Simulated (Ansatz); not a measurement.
## Electronic structure of Ge (slab) in real space

Input file:

```
crystal:
  lattice:
    - [4.0736913413, 0.0, 0.0]
    - [0.0, 4.0736913413, 0.0]
    - [0.0, 0.0, 25.0818717016]
  atoms:
    - { symbol: Ge, position: [0.0, 0.5, 0.2990207465] }
    - { symbol: Ge, position: [0.0, 0.0, 0.3564433904] }
    - { symbol: Ge, position: [0.5, 0.0, 0.4138660342] }
    - { symbol: Ge, position: [0.5, 0.5, 0.4712886781] }
    - { symbol: Ge, position: [0.0, 0.5, 0.5287113219] }
    - { symbol: Ge, position: [0.0, 0.0, 0.5861339658] }
    - { symbol: Ge, position: [0.5, 0.0, 0.6435566096] }
    - { symbol: Ge, position: [0.5, 0.5, 0.7009792535] }
basis:
  ecutwfc: 420
kpoints:
  mp_grid: { grid: [9, 9, 1] }
hamiltonian:
  xc: pbe
scf:
  occupations: { method: gaussian, width: 0.1 }
output:
  forces: true
  stress: true
  eigenvalues: true
  write_density: true
  write_potential: true
  elf: true
  volumetric_format: npy
efield:
  axis: 3
  dipole_correction: true
  ramp_width: 0.04
```

Launched as:

```sh
ansatz run input.yaml --threads 1 --pin off --max-ram 2560MiB --backend cpu --events-out ev --progress --plain --runs-dir out
```

These are results of Ansatz, DFT PBE, scalar-relativistic, plane waves, PAW, not measurements.

Core electrons are frozen (PAW), and the valence fields are smoothed inside the atomic spheres.

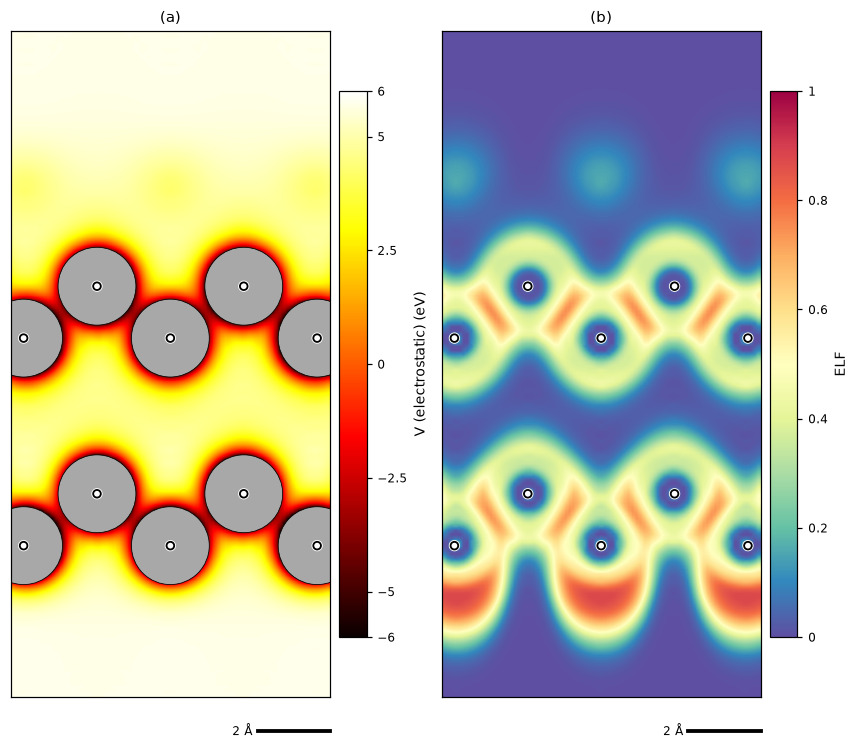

Figure 1. (a) electrostatic potential energy of an electron; (b) electron localisation function on the (100) plane of the calculation cell, a cut from vacuum to vacuum. Circles mark the nuclei in the plane (Ge). Grey discs cover the atomic cores in the potential map.

Interpret the plot.

Answer.
- The section cuts through Ge sites.
- Ge–Ge (2.49 Å): the ELF peaks at about 0.75 between the atoms.
- The ELF also peaks beside Ge, away from the bonds: lone-pair regions.
- Outside the cores the potential energy rises away from the atoms and is highest in the vacuum; its zero is arbitrary.

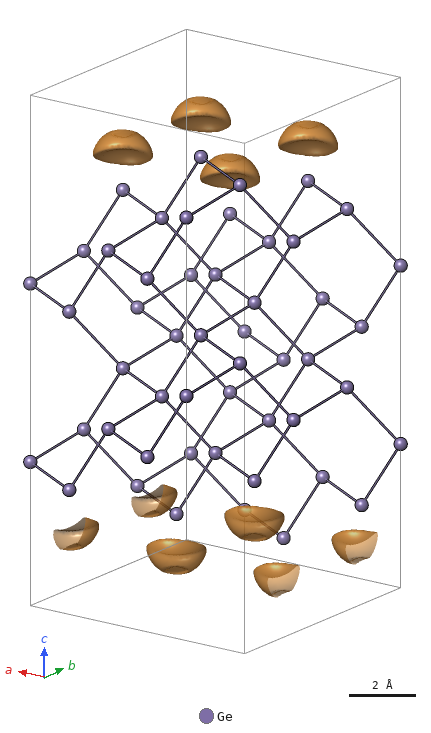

Figure 2. Isosurface of the electron localisation function at 0.8 (orange), seen at an oblique angle. Core shells and regions of very low density are left out. Sticks mark near contacts.

What do the ELF domains correspond to?

Answer. At this value the surface marks out two lobes on Ge, pointing away from the bonds (lone pairs), counted in one cell of 8 atoms. Counts are for one cell; the picture repeats the cell along the surface.

Metal or insulator at this level of theory?

Answer. It is gapless in this calculation (a metal or semimetal).
